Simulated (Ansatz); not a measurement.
```cif
data_structure
_symmetry_space_group_name_H-M 'P 1'
_symmetry_Int_Tables_number 1
_cell_length_a 4.7880
_cell_length_b 4.8666
_cell_length_c 3.2409
_cell_angle_alpha 90.000
_cell_angle_beta 90.000
_cell_angle_gamma 90.000
_cell_volume 75.52
loop_
_atom_site_label
_atom_site_type_symbol
_atom_site_fract_x
_atom_site_fract_y
_atom_site_fract_z
_atom_site_occupancy
Sn1 Sn 0.50000 0.50000 0.50000 1
Sn2 Sn 0.00000 0.00000 0.00000 1
O1 O 0.29185 0.32104 0.00000 1
O2 O 0.79186 0.17896 0.50000 1
O3 O 0.20814 0.82104 0.50000 1
O4 O 0.70814 0.67896 0.00000 1
```

Space group Pnnm; the calculation finds a residual pressure of about −6 GPa at this fixed cell. This isn't the usual form at ambient conditions. The cell comes from a database of computed structures, not from a measurement.

Theory: DFT PBEsol, scalar-relativistic, plane waves, PAW (Ansatz 0.2.0).

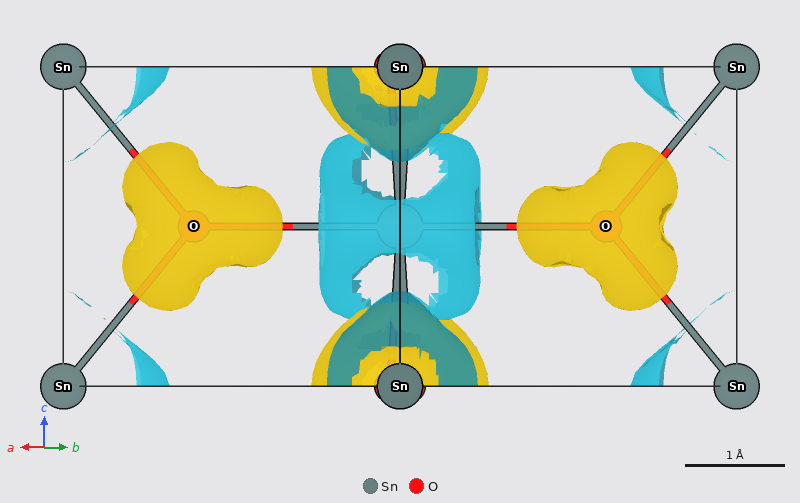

SnO2. Density of the crystal less the sum of free-atom densities: yellow surfaces at +0.1 and cyan ones at −0.1 e/Å³, in the conventional cell seen along [110] (the regions close to the nuclei are left out). Cores are masked to 0.9 Å (Sn) and 0.6 Å (O).

Core electrons are frozen (PAW), so the fields are smoothed inside the atomic spheres.

**Read the map: where is density gained and where lost?**

O–Sn (2.09 Å): Δρ is +0.03 e/Å³ at the midpoint (close to a masked core, so read it with care). Sn–Sn (3.24 Å): Δρ is −0.03 e/Å³ at the midpoint. Over the whole cell, outside the masked cores, the largest gain lies at the edge of the masked core of O, and the largest loss lies at the edge of the masked core of Sn. In all about 0.32 e an atom is rearranged against the free atoms. Bader charges: Sn +2.43 and O −1.22 e.

**Does the calculation give a gap?**

It is gapped, with a Kohn–Sham gap of 0.73 eV on the k-point mesh.
